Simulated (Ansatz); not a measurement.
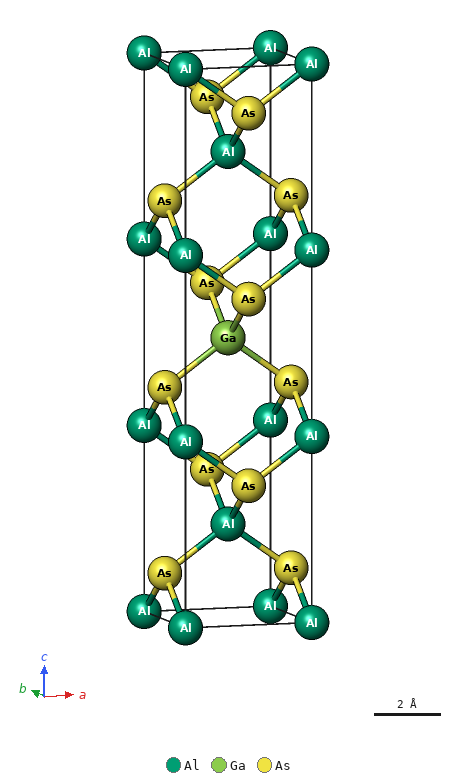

*The structure as given in the input (ball-and-stick view of the cell of the calculation, seen slightly off an axis). An atom can appear more than once, as a periodic image.*

Near neighbours in the periodic cell (some may lie outside the picture): Al has 4 As at 2.48 Å; Ga has 4 As at 2.49 Å; As has 4 Al at 2.48 Å; As has 2 Al at 2.48 Å and 2 Ga at 2.49 Å.

Run report: Al$_{5}$GaAs$_{6}$, band-structure calculation

- system: Al$_{5}$GaAs$_{6}$ (P-4m2, 12 atoms in the cell)
- method: DFT PBE, scalar-relativistic, plane waves, PAW, no spin polarisation (Ansatz 0.2.0)

The structure was made by a generator, so it may or may not be a known phase.

## The program's output
```
scf.n_extra_bands = 30 over 59 filled bands (N_el = 118.0): the run solves 89 bands
Engine: ansatz 0.2.0, x86_64-unknown-linux-gnu
Pseudopotentials: kind: paw
Pseudopotential: Al, paw, valence charge 3, recommended cutoff 420 eV (normal), Al.paw.azcp
Pseudopotential: Ga, paw, valence charge 13, recommended cutoff 420 eV (normal), Ga.paw.azcp
Pseudopotential: As, paw, valence charge 15, recommended cutoff 420 eV (normal), As.paw.azcp
Functional definition: PBE
  parameter kappa = 0.804
  parameter beta = 0.06672455060314922
  exchange = pbe_x(kappa = kappa, mu = beta*pi^2/3)
  correlation = pbe_c(beta = beta)
Crystal: 12 atoms, lattice volume = 282.401 Å³
Basis set: ecut = 420 eV, 5561 PW (Γ), exchange–correlation on 60×60×240 points (8 copies of the dense FFT grid, shifted against one another)
Bands: 89, of which v1, the nominal top of the filled ones, is band 59 counted from 1 (58 counted from 0)
Symmetry: 8 space group operations
Space group: P-4m2 (ITA 115), of the structure as read, at distance tolerance 6.6e-5 Å
k-points: 30 of 128
Non-local potential: Al, projectors of the file, l = 0: 2, l = 1: 2, l = 2: 1
Non-local potential: Ga, projectors of the file, l = 0: 2, l = 1: 2, l = 2: 3, l = 3: 1
Non-local potential: As, projectors of the file, l = 0: 2, l = 1: 2, l = 2: 3, l = 3: 1
PAW form: soft (Blöchl's): semilocal exchange-correlation on the pseudo side does not see the compensation charge
PAW one-centre angular grid: Al, 110 points (default); XC on 64 Gauss nodes
PAW one-centre angular grid: Ga, 590 points (default); XC on 64 Gauss nodes
PAW one-centre angular grid: As, 590 points (default); XC on 64 Gauss nodes
Initial density: superposition of atomic densities (neutral atoms: chi_scale 0, normalization atom), corrected by the library's trained network
Initial wavefunctions: pseudopotential atomic-orbital guess
Functional: x = pbe(κ = 0.804, μ = 0.2195149727645171), c = pbe(β = 0.06672455060314922)
SCF iter   1: F=—  HF=-35612.926454 eV  |F-HF|=—  |Δ(HF+E_count)|=         —  Δρ=1.79e-3  dr2=1.93e-2  ethr=1.77e-3  ⟨swp⟩=6.0  Hψ=11130  notcnv=0  defer=160
preconditioner: auto → Resta (q_TF=auto, 2.359 Å⁻¹)  ε∞=2.9  [insulator: Δε(μ)=1.388 eV  Ē_g=12.165 eV  σ=0.020 eV  W_gap=1.00  n_scr=68 (ndim 8)  ℏωp=16.8 eV  f_vac=0.019  D(μ)=0.00/eV (n_scr^D=0)  ε∞_Penn≈2.9]
SCF iter   2: F=—  HF=-35612.920775 eV  |F-HF|=—  |Δ(HF+E_count)|=   5.68e-3  Δρ=8.73e-4  dr2=4.12e-3  ethr=1.63e-5  ⟨swp⟩=2.0  Hψ=3338  notcnv=0  defer=712
SCF iter   3: F=—  HF=-35612.920542 eV  |F-HF|=—  |Δ(HF+E_count)|=   2.33e-4  Δρ=3.78e-4  dr2=1.43e-3  ethr=3.49e-6  ⟨swp⟩=2.0  Hψ=3015  notcnv=0  defer=712
SCF iter   4: F=—  HF=-35612.920350 eV  |F-HF|=—  |Δ(HF+E_count)|=   1.92e-4  Δρ=1.56e-4  dr2=1.07e-4  ethr=1.22e-6  ⟨swp⟩=2.0  Hψ=2826  notcnv=0  defer=712
SCF iter   5: F=—  HF=-35612.920422 eV  |F-HF|=—  |Δ(HF+E_count)|=   7.23e-5  Δρ=5.86e-5  dr2=1.39e-5  ethr=9.03e-8  ⟨swp⟩=2.0  Hψ=2828  notcnv=0  defer=712
SCF iter   6: F=—  HF=-35612.920628 eV  |F-HF|=—  |Δ(HF+E_count)|=   2.06e-4  Δρ=2.41e-5  dr2=3.35e-6  ethr=1.18e-8  ⟨swp⟩=2.0  Hψ=3851  notcnv=0  defer=712
SCF iter   7: F=—  HF=-35612.920631 eV  |F-HF|=—  |Δ(HF+E_count)|=   2.82e-6  Δρ=9.35e-6  dr2=2.90e-7  ethr=2.84e-9  ⟨swp⟩=2.0  Hψ=2828  notcnv=0  defer=712
SCF iter   8: F=-35612.920631 eV  HF=-35612.920631 eV  |F-HF|=5.98e-8  |Δ(HF+E_count)|=   4.02e-7  Δρ=3.44e-6  dr2=3.18e-8  ethr=8.47e-11  ⟨swp⟩=12.1  Hψ=15162  notcnv=0
SCF 1 converged in 8 iterations: F = -35612.920631 eV  dr2 = 3.18e-8
  greatest PAW one-centre occupation: 0.999 electrons in one spin orbital (limit 2), on the As atom at site 10 (counted from 0), in its partial waves of l = 2
```

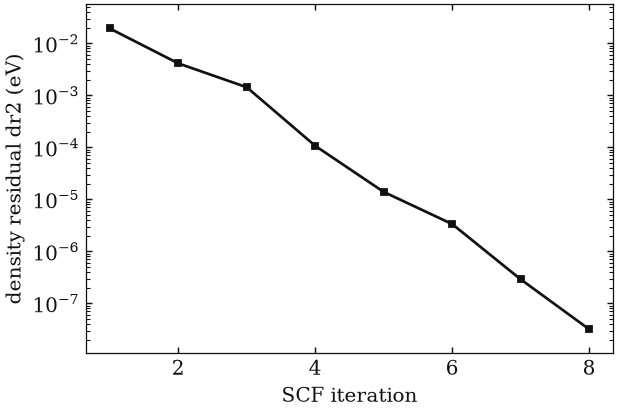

*Convergence of the self-consistent field: density residual dr2 against the SCF iteration.*

The residual falls at every step.

```
NSCF: frozen V_eff on 93 k-points
NSCF: frozen V_eff on 56 k-points
SCF converged after 8 iterations
Free energy (F): -35612.920631 eV
Harris-Foulkes:  -35612.920631 eV  (|F-HF|=5.98e-8)
Internal energy: -35612.920631 eV  (E = F + TS)
E sigma→0 (E₀):  -35612.920631 eV
Fermi energy:    6.950603 eV
--- Per-component energies (eV) ---
  E_band       = -1699.950376
  E_kinetic    = 847.030178
  E_local      = -15986.098327  (includes V_loc(G=0)·N_el)
  E_nonlocal   = -3545.748360
  E_hartree    = 8351.553875
  E_xc         = -740.938502
  E_vxc        = -675.694745  (∫ρ·V_xc dr)
  E_paw        = -15339.903133  (= ΣΔE_a)
  E_vpaw       = 957.454237  (= ΣTr[D̂ρ^β])
  E_aug_tail   = -0.000078  (compensation charges beyond the density's cutoff)
  E_ewald      = -9198.816285
  E_smearing   = -0.000000  (= −TS)
  E_closure    = 0.000000  (closes the sum)
  Σ components = -35612.920631   (vs F -35612.920631, Δ=0.00e0)
--- Forces (eV/Å), atoms counted from 1 ---
  atom   1  Al    -0.00000000     0.00000000     0.00135257
  atom   2  Al    -0.00000000     0.00000000    -0.00024912
  atom   3  Al    -0.00000000     0.00000000     0.00000000
  atom   4  Al    -0.00000000     0.00000000     0.00024912
  atom   5  Al     0.00000000     0.00000000    -0.00135257
  atom   6  Ga    -0.00000000     0.00000000     0.00000000
  atom   7  As    -0.00000000     0.00000000    -0.00004606
  atom   8  As    -0.00000000     0.00000000     0.00004606
  atom   9  As     0.00000000     0.00000000     0.00021464
  atom  10  As    -0.00000000     0.00000000     0.00004994
  atom  11  As     0.00000000     0.00000000    -0.00004994
  atom  12  As     0.00000000     0.00000000    -0.00021464
  max |Σ_I F_I| component: 5.14e-25 eV/Å
--- Stress (GPa, compression-positive) ---
       -0.004713       0.000000      -0.000000
        0.000000      -0.004713       0.000000
       -0.000000       0.000000       0.007002
  P = ⅓ Tr σ = -0.0008 GPa (-0.008 kbar)
--- Band table (eV; the first three rows and the last of 30) ---
  k-point 0: bands = ["-28.3404", "-28.3404", "-28.3399", "-28.3397", "-28.3192", "-28.3188", "-28.3153", "-28.3153", "-28.3089", "-28.3089", "-28.2071", "-28.2067", "-28.2063", "-28.2063", "-28.2057", "-28.2057", "-28.2056", "-28.2056", "-28.2049", "-28.2049", "-28.2047", "-28.2047", "-28.1976", "-28.1974", "-28.1970", "-28.1968", "-28.1968", "-28.1966", "-28.1956", "-28.1956", "-8.1804", "-8.1116", "-8.1116", "-8.0748", "-8.0590", "-5.5625", "-5.2317", "-5.1480", "-4.3193", "-4.2522", "-3.6192", "0.6869", "1.7314", "1.9969", "4.0087", "4.0795", "4.0795", "4.2474", "4.4402", "4.4402", "4.4765", "4.4765", "5.4151", "5.4151", "5.5014", "5.5014", "6.2387", "6.2519", "6.2519", "7.6491", "7.7420", "8.1640", "8.3043", "8.4520", "9.1091", "9.1747", "9.3692", "9.4487", "9.7831", "9.8680", "10.3960", "10.3960", "10.3966", "11.6424", "11.6424", "11.7655", "11.7655", "13.2164", "13.2466", "14.1133", "14.1133", "14.2975", "14.2975", "14.5963", "14.9018", "15.0010", "15.2015", "15.3961", "15.5871"]
  k-point 1: bands = ["-28.3404", "-28.3404", "-28.3399", "-28.3397", "-28.3192", "-28.3188", "-28.3153", "-28.3153", "-28.3089", "-28.3089", "-28.2071", "-28.2067", "-28.2063", "-28.2063", "-28.2057", "-28.2057", "-28.2056", "-28.2056", "-28.2049", "-28.2049", "-28.2047", "-28.2047", "-28.1976", "-28.1974", "-28.1970", "-28.1968", "-28.1968", "-28.1966", "-28.1956", "-28.1956", "-8.1804", "-8.1116", "-8.1116", "-8.0748", "-8.0590", "-5.5159", "-5.4086", "-4.8201", "-4.7440", "-3.8541", "-3.7939", "0.8699", "1.1960", "2.8007", "3.0560", "4.1653", "4.1653", "4.1864", "4.1864", "4.8755", "4.8755", "4.9322", "4.9322", "5.2780", "5.4853", "5.9290", "5.9290", "6.0693", "6.0693", "7.7684", "7.9494", "8.2480", "8.6359", "8.7316", "8.7419", "8.7928", "8.8689", "9.8412", "9.8666", "10.0817", "10.0841", "10.7409", "10.7409", "10.8100", "10.8100", "12.8169", "12.8169", "12.9786", "12.9786", "13.3875", "13.5538", "14.2900", "14.5291", "15.1441", "15.2259", "15.3728", "15.4132", "15.4132", "15.4910"]
  k-point 2: bands = ["-28.3405", "-28.3404", "-28.3398", "-28.3396", "-28.3192", "-28.3189", "-28.3154", "-28.3153", "-28.3089", "-28.3088", "-28.2069", "-28.2066", "-28.2063", "-28.2062", "-28.2057", "-28.2056", "-28.2056", "-28.2056", "-28.2050", "-28.2050", "-28.2048", "-28.2047", "-28.1976", "-28.1973", "-28.1970", "-28.1968", "-28.1968", "-28.1967", "-28.1957", "-28.1957", "-8.1775", "-8.1168", "-8.1114", "-8.0735", "-8.0602", "-5.4607", "-5.1401", "-5.0598", "-4.2665", "-4.2003", "-3.6141", "0.7395", "1.6105", "1.8590", "3.4500", "3.5724", "3.6161", "4.1301", "4.1722", "4.1730", "4.5217", "4.5571", "5.1562", "5.4488", "5.5313", "5.5541", "5.5936", "5.9517", "6.2153", "8.0503", "8.3572", "8.5993", "8.7024", "9.1201", "9.2661", "9.4193", "9.7504", "9.7630", "10.1011", "10.1802", "10.3969", "10.4950", "10.8561", "11.5196", "11.6306", "11.7170", "11.7923", "12.9475", "13.0921", "13.5746", "13.6713", "13.6825", "13.7174", "14.5347", "15.0842", "15.2208", "15.2798", "15.4610", "15.5294"]
  k-point 29: bands = ["-28.3414", "-28.3401", "-28.3384", "-28.3384", "-28.3195", "-28.3195", "-28.3161", "-28.3152", "-28.3078", "-28.3078", "-28.2069", "-28.2069", "-28.2062", "-28.2058", "-28.2052", "-28.2051", "-28.2050", "-28.2050", "-28.2049", "-28.2049", "-28.2039", "-28.2039", "-28.1975", "-28.1975", "-28.1968", "-28.1968", "-28.1961", "-28.1961", "-28.1961", "-28.1961", "-8.1603", "-8.1603", "-8.0899", "-8.0773", "-8.0619", "-3.6452", "-3.6452", "-3.6324", "-3.6324", "-3.5438", "-3.5438", "0.0757", "0.9335", "0.9340", "0.9677", "1.1077", "1.1852", "3.1374", "3.1850", "3.4767", "3.4767", "3.8131", "3.8312", "3.8376", "3.8617", "3.9017", "3.9017", "3.9086", "3.9086", "8.1624", "8.1624", "8.3212", "8.3212", "8.6066", "8.9757", "8.9824", "9.2046", "10.6310", "10.6310", "11.4447", "11.6494", "11.7862", "11.7862", "12.1820", "12.3772", "15.0694", "15.0694", "15.2407", "15.2407", "15.6035", "15.6256", "15.7388", "15.8140", "16.4930", "16.5099", "16.5219", "16.5836", "16.5978", "17.3886"]
--- Löwdin populations: 12 sites ---
  site symbol       q [e]
     0     Al      2.6160
     1     Al      2.6090
     2     Al      2.6088
     3     Al      2.6090
     4     Al      2.6160
     5     Ga     12.9266
     6     As     15.3401
     7     As     15.3401
     8     As     15.3406
     9     As     15.1790
    10     As     15.1790
    11     As     15.3406
  spilling = 0.002501 (of n_electrons = 118.000000)
```

## File populations.tsv
```
# site	symbol	l	j	q
# orbitals = lowdin
# n_electrons = 118.000000
# spilling = 0.002501
0	Al	0_3S	-	0.904610
0	Al	1_3P	-	1.711368
1	Al	0_3S	-	0.901590
1	Al	1_3P	-	1.707399
2	Al	0_3S	-	0.901212
2	Al	1_3P	-	1.707586
3	Al	0_3S	-	0.901590
3	Al	1_3P	-	1.707399
4	Al	0_3S	-	0.904610
4	Al	1_3P	-	1.711368
5	Ga	0_4S	-	1.140333
5	Ga	1_4P	-	1.797123
5	Ga	2_3D	-	9.989173
6	As	0_4S	-	1.474372
6	As	1_4P	-	3.869099
6	As	2_3D	-	9.996636
7	As	0_4S	-	1.474372
7	As	1_4P	-	3.869099
7	As	2_3D	-	9.996636
8	As	0_4S	-	1.475362
8	As	1_4P	-	3.868635
8	As	2_3D	-	9.996638
9	As	0_4S	-	1.479512
9	As	1_4P	-	3.702575
9	As	2_3D	-	9.996920
10	As	0_4S	-	1.479512
10	As	1_4P	-	3.702575
10	As	2_3D	-	9.996920
11	As	0_4S	-	1.475362
11	As	1_4P	-	3.868635
11	As	2_3D	-	9.996638
```

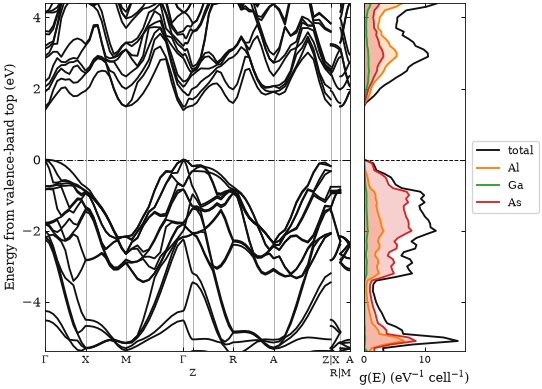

*Band structure along Γ–X–M–Γ–Z–R–A–Z|X–R|M–A and density of states (projected on Löwdin-orthogonalised atomic shells), with energies from the valence-band top.*

There is a gap of 1.40 eV on this path, direct, at Γ.

The run was set up as follows.

## The input
```yaml
crystal:
  lattice:
    - [4.0541471, 0.0, 0.0]
    - [0.0, 4.0541471, 0.0]
    - [0.0, 0.0, 17.1817152]
  atoms:
    - { symbol: Al, position: [0.0, 0.0, 0.666894] }
    - { symbol: Al, position: [0.5, 0.5, 0.833458] }
    - { symbol: Al, position: [0.0, 0.0, 0.0] }
    - { symbol: Al, position: [0.5, 0.5, 0.166542] }
    - { symbol: Al, position: [0.0, 0.0, 0.333106] }
    - { symbol: Ga, position: [0.5, 0.5, 0.5] }
    - { symbol: As, position: [0.5, 0.0, 0.916733] }
    - { symbol: As, position: [0.0, 0.5, 0.083267] }
    - { symbol: As, position: [0.5, 0.0, 0.249829] }
    - { symbol: As, position: [0.0, 0.5, 0.416049] }
    - { symbol: As, position: [0.5, 0.0, 0.583951] }
    - { symbol: As, position: [0.0, 0.5, 0.750171] }
basis:
  ecutwfc: 420
kpoints:
  mp_grid: { grid: [8, 8, 2] }
  band_path:
    path:
      - [[0.0, 0.0, 0.0], [0.0, 0.5, 0.0], [0.5, 0.5, 0.0], [0.0, 0.0, 0.0], [0.0, 0.0, 0.5], [0.0, 0.5, 0.5], [0.5, 0.5, 0.5], [0.0, 0.0, 0.5]]
      - [[0.0, 0.5, 0.0], [0.0, 0.5, 0.5]]
      - [[0.5, 0.5, 0.0], [0.5, 0.5, 0.5]]
    npoints: 10
hamiltonian:
  xc: pbe
scf:
  occupations: { method: gaussian, width: 0.02 }
  n_extra_bands: 30
output:
  forces: true
  stress: true
  eigenvalues: true
  populations: true
  dos: { projected: true, de: 0.02, nscf_kmesh: { grid: [12, 12, 3] } }
  bader: false
```

Run as:
```bash
ansatz run input.yaml --threads 4 --pin off --max-ram 8192MiB --backend cpu --events-out ev --progress --plain --runs-dir out
```

## Key numbers

| quantity | value |
| --- | --- |
| outcome | converged |
| space group (tolerance 0.01 Å) | P-4m2 (115) |
| electrons treated | 118 |
| free energy | −35612.9206 eV |
| Fermi energy | 6.951 eV |
| gap on the k-point mesh | 1.40 eV |
| gap on the band path | 1.40 eV |
| pressure | 0.00 GPa |
| largest force (length of the vector) | 0.001 eV/Å |
| hardware | 4 threads of Intel Xeon @ 2.50GHz (Skylake/Cascade Lake), 176 GiB of memory available, shared host |
| wall time | 84 s (CPU time 5.3 min) |
| peak memory | 1.9 GiB |
